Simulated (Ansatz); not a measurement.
AlGa₇N₈

```yaml
crystal:
  lattice:
    - [3.17315, 5.49606, 0.00000]
    - [3.17315, -5.49606, 0.00000]
    - [0.00000, 0.00000, -5.16407]
  atoms:
    - { symbol: Al, position: [0.00000, 0.00000, 0.00165] }
    - { symbol: Ga, position: [0.00060, 0.50030, 0.00117] }
    - { symbol: Ga, position: [0.49970, 0.99940, 0.00117] }
    - { symbol: Ga, position: [0.49970, 0.50030, 0.00117] }
    - { symbol: Ga, position: [0.16585, 0.33171, 0.50066] }
    - { symbol: Ga, position: [0.16585, 0.83415, 0.50066] }
    - { symbol: Ga, position: [0.66667, 0.33333, 0.50092] }
    - { symbol: Ga, position: [0.66829, 0.83415, 0.50066] }
    - { symbol: N, position: [0.00000, 0.00000, 0.63365] }
    - { symbol: N, position: [0.00053, 0.50026, 0.62316] }
    - { symbol: N, position: [0.49974, 0.99947, 0.62316] }
    - { symbol: N, position: [0.49974, 0.50026, 0.62316] }
    - { symbol: N, position: [0.16326, 0.32653, 0.12169] }
    - { symbol: N, position: [0.16326, 0.83674, 0.12169] }
    - { symbol: N, position: [0.66667, 0.33333, 0.12375] }
    - { symbol: N, position: [0.67347, 0.83674, 0.12169] }
```

Space group P3m1; a generated structure, not necessarily the stable one.

Method: Ansatz 0.2.0, DFT HSE06, scalar-relativistic, plane waves, PAW.

Core electrons are frozen (PAW), and the valence fields are smoothed inside the atomic spheres.

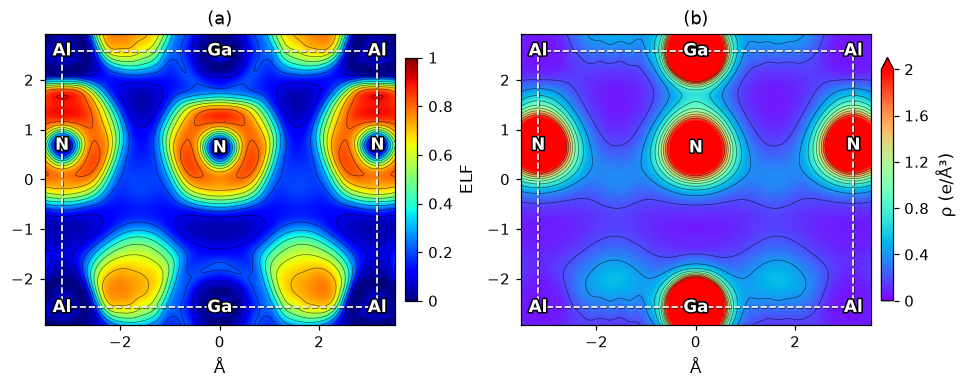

Figure 1. (a) electron localisation function; (b) valence pseudo-density on the (100) plane of the conventional cell.

> Interpret the plot.

- The section cuts through Al, Ga and N sites.
- Atoms just off the plane (Ga, 0.9 Å away and N, 0.9 Å away) can leave unmarked features too.
- Al–N (1.90 Å): the density is about 0.69 e/Å³ at the midpoint; the ELF peaks at about 0.90 between the atoms: a shared but strongly polarised pair.
- Ga–N (1.95 Å): ρ is about 0.76 e/Å³ halfway; the ELF peaks at about 0.85 in the valence shell of N, 0.7 Å from its nucleus, and is about 0.50 at the midpoint.
- Between the atoms the lowest density in this plane is 0.06 e/Å³.

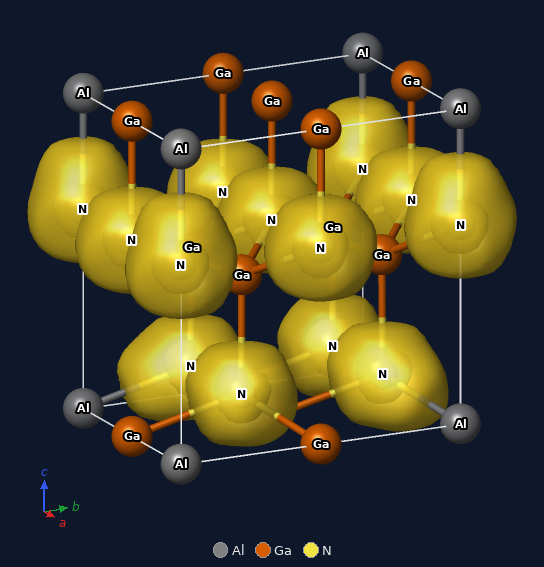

Figure 2. Isosurface of the ELF at 0.7 (yellow), seen at an oblique angle. Core shells and regions of very low density are left out. Sticks mark near contacts.

> What do the ELF domains correspond to?

The ELF exceeds this value in four regions on N in which the atom's valence shell and bonds are merged and four regions wrapped around N (the valence shell of each), counted in one cell of 16 atoms. Regions shared between cells count once.


 Ga–N (1.94 Å): the ELF peaks at about 0.85 in the valence shell of N, 0.7 Å from its nucleus, and is about 0.50 at the midpoint.

> Does the calculation give a band gap?

It is gapped, with a Kohn–Sham gap of 3.5 eV on the k-point mesh, an upper bound to the gap of this method.
